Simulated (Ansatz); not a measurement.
## Al: single-point calculation

The run: single-point calculation of Al (Fm-3m, 1 atom in the cell). Method and program: DFT PBEsol, scalar-relativistic, plane waves, PAW, no spin polarisation (Ansatz 0.2.0).

The structure derives from an entry of the Crystallography Open Database. It belongs to a series of runs on one base structure; here: strain -0.025 along x and y, -0.025 along z, atoms carried along.

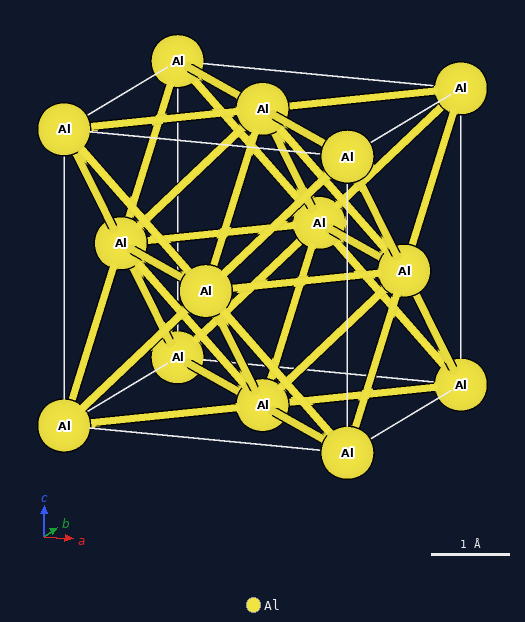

Fig. 1: The input geometry (ball-and-stick view of the cell 4 times as large as that of the calculation, set on its symmetry axes, seen slightly off an axis). An atom can appear more than once, as a periodic image.

Key numbers:

| quantity | value |
| --- | --- |
| outcome | converged |
| space group (tolerance 0.01 Å) | Fm-3m (225) |
| electrons treated | 3 |
| free energy | −524.5390 eV |
| Fermi energy | 8.682 eV |
| gap on the k-point mesh | none (metallic) |
| pressure | 4.66 GPa |
| largest force (length of the vector) | under 0.001 eV/Å |
| hardware | 1 thread of AMD EPYC (Zen 5), 32 GiB of memory available, shared host |
| wall time | 0.75 s |
| peak memory | 0.32 GiB |

Input file:
```yaml
crystal:
  lattice:
    - [0.0, 1.9733805, 1.9733805]
    - [1.9733805, 0.0, 1.9733805]
    - [1.9733805, 1.9733805, 0.0]
  atoms:
    - { symbol: Al, position: [0.0, 0.0, 0.0] }
basis:
  ecutwfc: 420
kpoints:
  mp_grid: { grid: [20, 20, 20] }
hamiltonian:
  xc: pbesol
scf:
  occupations: { method: gaussian, width: 0.15 }
output:
  forces: true
  stress: true
  eigenvalues: true
  write_density: true
  write_potential: true
  elf: true
  volumetric_format: npy
```

Launch command:
```bash
ansatz run input.yaml --threads 1 --pin off --max-ram 2560MiB --backend cpu --events-out ev --progress --plain --runs-dir out
```

Output:
```
Engine: ansatz 0.2.0, x86_64-unknown-linux-gnu
Pseudopotentials: kind: paw
Pseudopotential: Al, paw, valence charge 3, recommended cutoff 420 eV (normal), Al.paw.azcp
Functional definition: PBEsol
  exchange = pbesol_x
  correlation = pbesol_c
Crystal: 1 atoms, lattice volume = 15.370 Å³
Basis set: ecut = 420 eV, 307 PW (Γ), exchange–correlation on 40×40×40 points (8 copies of the dense FFT grid, shifted against one another)
Bands: 6, of which v1, the nominal top of the filled ones, is band 2 counted from 1 (1 counted from 0)
Symmetry: 48 space group operations
Space group: Fm-3m (ITA 225), of the structure as read, at distance tolerance 2.5e-5 Å
k-points: 256 of 8000
Non-local potential: Al, projectors of the file, l = 0: 2, l = 1: 2, l = 2: 1
PAW form: soft (Blöchl's): semilocal exchange-correlation on the pseudo side does not see the compensation charge
PAW frozen core: Al, regenerated for the run's functional, and the local potential with it (the file was generated under x = pbe(κ = 0.804, μ = 0.2195149727645171), c = pbe(β = 0.06672455060314922))
PAW one-centre angular grid: Al, 110 points (default); XC on 64 Gauss nodes
Initial density: superposition of atomic densities (neutral atoms: chi_scale 0, normalization atom), corrected by the library's trained network
Initial wavefunctions: pseudopotential atomic-orbital guess
Functional: x = pbesol(κ = 0.804, μ = 0.12345679012345678), c = pbesol(β = 0.046)
SCF iter   1: F=—  HF=-524.539000 eV  |F-HF|=—  |Δ(HF+E_count)|=         —  Δρ=8.91e-4  dr2=6.57e-5  ethr=1.77e-3  ⟨swp⟩=4.8  Hψ=13044  notcnv=0
preconditioner: auto → none  [metal: Δε(μ)=0.017 eV  Ē_g=13.817 eV  σ=0.150 eV  W_gap=0.06  n_scr=0 (ndim 8)  ℏωp=16.4 eV  f_vac=0.000  D(μ)=0.40/eV (n_scr^D=0)]
SCF iter   2: F=—  HF=-524.539008 eV  |F-HF|=—  |Δ(HF+E_count)|=   8.07e-6  Δρ=4.43e-4  dr2=1.56e-5  ethr=2.19e-6  ⟨swp⟩=1.6  Hψ=3757  notcnv=0
iter 3 did not close the SCF: its close was put off for the readings that it lacked (scf_convergence_deferred on its scf_iter line)
SCF iter   3: F=-524.539011 eV  HF=-524.539011 eV  |F-HF|=4.71e-9  |Δ(HF+E_count)|=   2.91e-6  Δρ=1.45e-5  dr2=2.72e-8  ethr=5.21e-7  ⟨swp⟩=1.0  Hψ=1423  notcnv=0
iter 4 did not close the SCF: its close was put off for the readings that it lacked (scf_convergence_deferred on its scf_iter line)
SCF iter   4: F=-524.539011 eV  HF=-524.539011 eV  |F-HF|=1.97e-10  |Δ(HF+E_count)|=   8.02e-9  Δρ=4.98e-6  dr2=2.86e-9  ethr=9.06e-10  ⟨swp⟩=1.5  Hψ=1595  notcnv=0
iter 5 did not close the SCF: its close was put off for the readings that it lacked (scf_convergence_deferred on its scf_iter line)
SCF iter   5: F=-524.539011 eV  HF=-524.539011 eV  |F-HF|=1.02e-11  |Δ(HF+E_count)|=  1.10e-10  Δρ=3.62e-7  dr2=2.19e-11  ethr=9.54e-11  ⟨swp⟩=1.0  Hψ=1427  notcnv=0
SCF iter   6: F=-524.539011 eV  HF=-524.539011 eV  |F-HF|=6.82e-13  |Δ(HF+E_count)|=  7.96e-12  Δρ=1.11e-7  dr2=1.96e-12  ethr=1.00e-12  ⟨swp⟩=3.9  Hψ=5930  notcnv=0
SCF 1 converged in 6 iterations: F = -524.539011 eV  dr2 = 1.96e-12
  greatest PAW one-centre occupation: 0.450 electrons in one spin orbital (limit 2), on the Al atom at site 0 (counted from 0), in its partial waves of l = 0
SCF converged after 6 iterations
Free energy (F): -524.539011 eV
Harris-Foulkes:  -524.539011 eV  (|F-HF|=6.82e-13)
Internal energy: -524.534555 eV  (E = F + TS)
E sigma→0 (E₀):  -524.536783 eV
Entropy (-TS):   -0.004456 eV (-4.456 meV/atom)
Fermi energy:    8.681742 eV
--- Per-component energies (eV) ---
  E_band       = 12.063150
  E_kinetic    = 23.945457
  E_local      = 10.859928  (includes V_loc(G=0)·N_el)
  E_nonlocal   = 10.512031
  E_hartree    = 0.119256
  E_xc         = -39.879575
  E_vxc        = -29.767432  (∫ρ·V_xc dr)
  E_paw        = -454.835963  (= ΣΔE_a)
  E_vpaw       = -3.725344  (= ΣTr[D̂ρ^β])
  E_aug_tail   = -0.000002  (compensation charges beyond the density's cutoff)
  E_ewald      = -75.274826
  E_core_change = 0.019139  (= ΣΔE_core)
  E_smearing   = -0.004456  (= −TS)
  E_closure    = -0.000000  (closes the sum)
  Σ components = -524.539011   (vs F -524.539011, Δ=0.00e0)
--- Forces (eV/Å), atoms counted from 1 ---
  atom   1  Al    -0.00000000    -0.00000000    -0.00000000
  max |Σ_I F_I| component: 2.05e-32 eV/Å
--- Stress (GPa, compression-positive) ---
        4.662626       0.000000       0.000000
       -0.000000       4.662626      -0.000000
        0.000000      -0.000000       4.662626
  P = ⅓ Tr σ = 4.6626 GPa (46.626 kbar)
--- Band table (eV; the first three rows and the last of 256) ---
  k-point 0: bands = ["-2.9792", "21.5450", "21.5450", "21.5450", "23.6683", "23.6683"]
  k-point 1: bands = ["-2.9080", "20.3165", "21.3454", "21.3454", "23.9799", "23.9799"]
  k-point 2: bands = ["-2.6947", "18.3023", "20.9464", "20.9464", "24.1525", "24.7024"]
  k-point 255: bands = ["7.7086", "7.7086", "8.6686", "10.1489", "25.0222", "25.0222"]
```

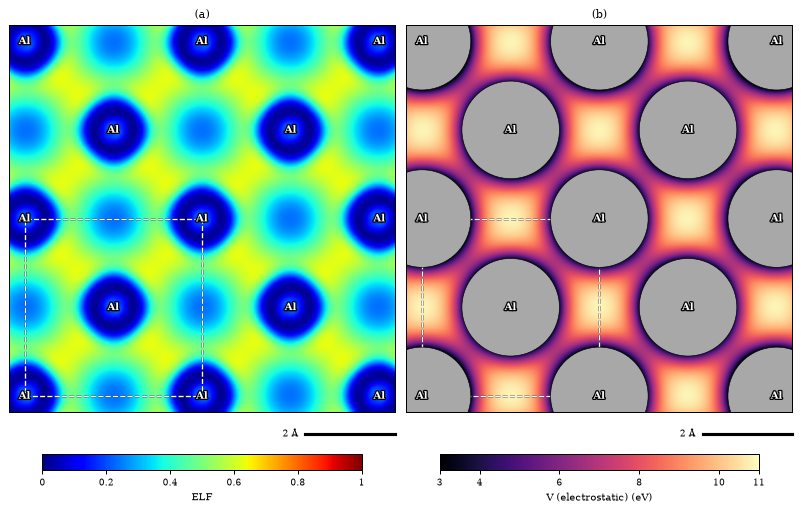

Fig. 2: (a) ELF; (b) electrostatic potential (local pseudopotential plus Hartree) felt by an electron on the (010) plane of the conventional cell. Grey discs, where drawn, cover atomic cores. Atoms in the plane: Al. Al–Al (2.79 Å): the ELF peaks at about 0.65 between the atoms. Outside the cores the potential energy rises away from the atoms and is highest about 2.0 Å from the nearest atoms; outside the discs it spans about 8 eV, and its zero is arbitrary. In a PAW calculation such maps are meaningful between the atoms, not at the nuclei.

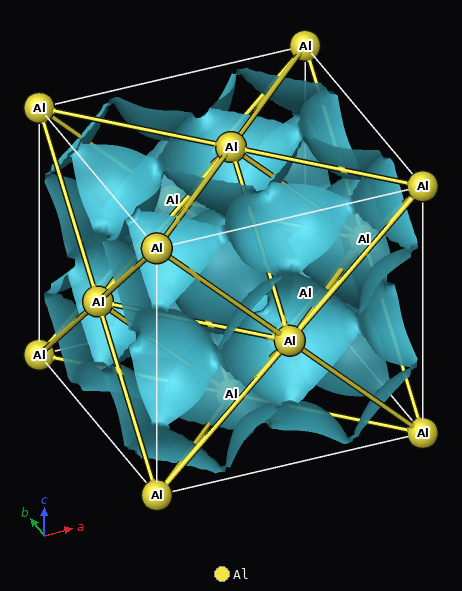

Fig. 3: Isosurface of the ELF at 0.5 (cyan), seen at an oblique angle. Core shells and regions of very low density are left out. Sticks mark near contacts. The outline is the cell set on symmetry axes. Profiles from the grid: Al–Al (2.79 Å): the ELF peaks at about 0.65 between the atoms.

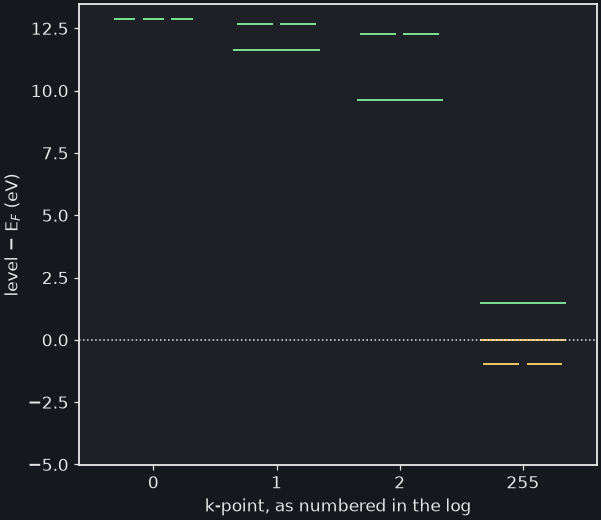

Fig. 4: Kohn–Sham levels near the Fermi level (dotted) at the few k-points that the log prints; levels within 0.02 eV of each other stand side by side. The system is metallic on the full mesh.
